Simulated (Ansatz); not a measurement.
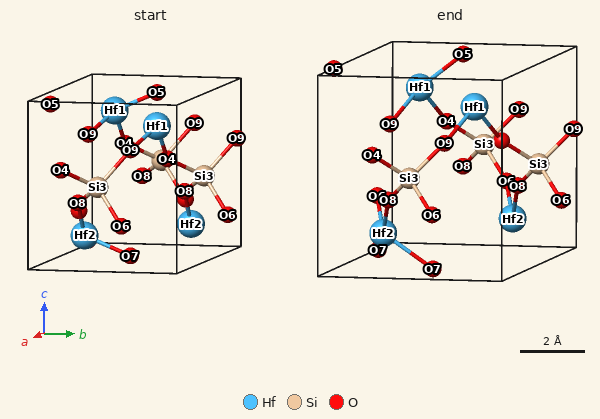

The structure of a crystal of Hf2SiO6 (a generated structure, set up in C2) (coarse preliminary run) before (left) and after (right) a relaxation, at one scale.

The picture is a ball-and-stick view of the conventional cell (2 times the calculation's cell), seen slightly off an axis. Lengths and directions refer to the drawn axes.

Theory: DFT PBE, scalar-relativistic, plane waves, PAW (Ansatz).

Input file:
```yaml
crystal:
  lattice:
    - [4.19602995, -2.42257902, 0.0]
    - [4.19602995, 2.42257902, 0.0]
    - [0.0, 0.0, 5.35415948]
  atoms:
    - { symbol: Hf, position: [0.0, 0.53108859, 0.83333333] }
    - { symbol: Hf, position: [0.46891141, 0.0, 0.16666667] }
    - { symbol: Si, position: [0.53108859, 0.46891141, 0.5] }
    - { symbol: O, position: [0.85582882, 0.4133943, 0.61822434] }
    - { symbol: O, position: [0.73077688, 0.85582882, 0.95155768] }
    - { symbol: O, position: [0.4133943, 0.73077688, 0.28489101] }
    - { symbol: O, position: [0.14417118, 0.26922312, 0.04844232] }
    - { symbol: O, position: [0.5866057, 0.14417118, 0.38177566] }
    - { symbol: O, position: [0.26922312, 0.5866057, 0.71510899] }
basis:
  ecutwfc: 420
kpoints:
  mp_grid: { grid: [6, 6, 4] }
hamiltonian:
  xc: pbe
scf:
  occupations: { method: gaussian, width: 0.1 }
  lower_state_search: "off"
output:
  forces: true
  stress: true
  eigenvalues: true
relax:
  adjacent_minimum: "off"
  f_tol: 0.04
  max_steps: 70
  cell: { stress_tol: 0.4 }
```

Launched with:
```bash
ansatz run input.yaml --threads 1 --pin off --max-ram 2560MiB --backend cpu --events-out ev --progress --plain --runs-dir out
```

Summarise the run.

The largest moves relative to the cell, 0.47 Å, are those of O5 and O7. O7 goes roughly along [0 −1 −1]. Largest moves by element: O 0.47 Å, Si 0.17 Å, Hf 0.14 Å. The volume changes by +71.6 %, with a 8.392 → 9.751 Å (+16.2 %), b 4.845 → 6.000 Å (+23.8 %), c 5.354 → 6.386 Å (+19.3 %), β 90.0° → 90.9°. Some distances before and after: Hf1–Hf2 3.020 → 3.775 Å, Hf1–O4 1.593 → 1.950 Å, Si3–O4 1.589 → 1.636 Å. Among the angles between lasting bonds that change: Hf2–O8–Si3 143.3° → 160.2°, Hf1–O9–Si3 143.3° → 155.4°, Hf1–O7–Hf2 143.3° → 151.3°. The space group stays C2 (No. 5). Over 18 accepted moves (21 points after the start) the energy falls by 26.841 eV per cell of the calculation. Largest force component: 19 eV/Å at the start, 0.0091 eV/Å at the end. The pressure goes from 156.26 to 0.10 GPa. At 3 points the geometry stayed and the basis and grid were re-selected for the new cell (energy shift of 0.536 eV per cell of the calculation at most each time). The run took 14 min on 1 thread of Intel(R) Xeon(R) Processor @ 2.70GHz, with other jobs on the host, peak memory 0.67 GiB.
